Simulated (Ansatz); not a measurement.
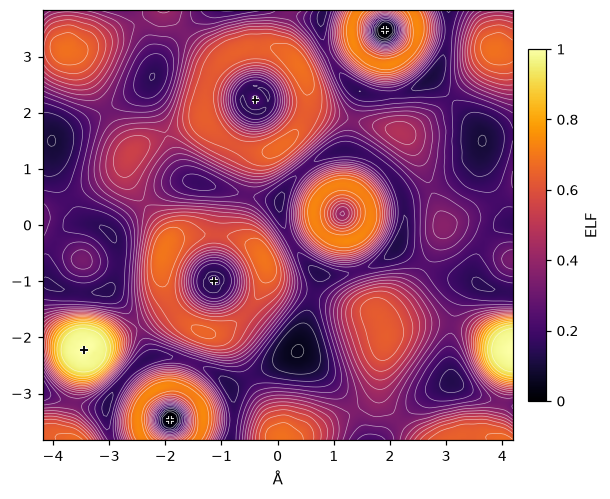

The electron localisation function on a plane through atoms (crosses mark nuclei in the plane).

These are results of DFT PBEsol, scalar-relativistic, plane waves, PAW in Ansatz, not measurements.

Candidates:
A. Ta10As10H (cell with a defect), a = 7.67 Å, b = 7.67 Å, c = 7.93 Å, α = 118.90°, β = 118.90°, γ = 90.00°. Computed without spin polarisation.
B. TiAl, a = 2.79 Å, b = 2.79 Å, c = 4.04 Å, α = 90.00°, β = 90.00°, γ = 90.00°. Space group P4/mmm; a structure from a database of computed crystals, not necessarily the ambient phase; computed without spin polarisation.
C. SrTiO3 (slab), a = 5.50 Å, b = 5.50 Å, c = 25.11 Å, α = 90.00°, β = 90.00°, γ = 120.00°. Computed without spin polarisation.

**Which candidate gave the map?**

Candidate A: Ta10As10H on the (100) plane of the calculation cell, which holds Ta, As and H. Ta–H (1.98 Å): the ELF climbs to about 1 towards the hydrogen. Ta–As (2.61 Å): the ELF is about 0.40 at the midpoint.
